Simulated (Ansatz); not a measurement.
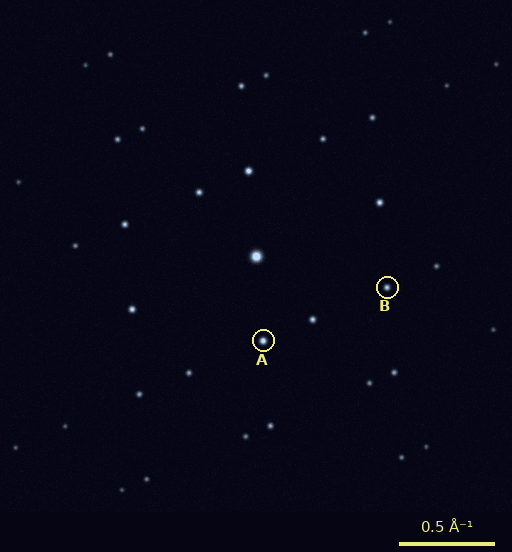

Computed electron diffraction pattern, 300 kV, single scattering only, B = 0.5 Å². Two individuals of a reflection twin are superposed (a geometric construction: whether this twin forms is not tested; the second individual is smaller and so fainter). Crystal: Pb, space group Pm-3m (No. 221), a = 3.145 Å, zone axis [221]. Structure: the geometry relaxed with Ansatz 0.2.0, DFT, LDA (PW92), plane waves (420 eV) with PAW, scalar-relativistic; the starting structure was generated, so it need not be a known form of this composition.

In the first individual spot A is -1 1 0 and spot B is -1 0 2.

> Find the twin plane.

(01-2). The spot positions of the combined pattern are mirror-symmetric about the row through 0 1 -2 (d = 1.407 Å), which both individuals share, while a single individual has only symmetry 2mm without that mirror line. Friedel's law adds the mirror line at right angles, so a twin on (5-4-2) would give the same picture; the more widely spaced plane was used.

> Which other reflections coincide?

Within the frame only the reflections of the common row coincide.
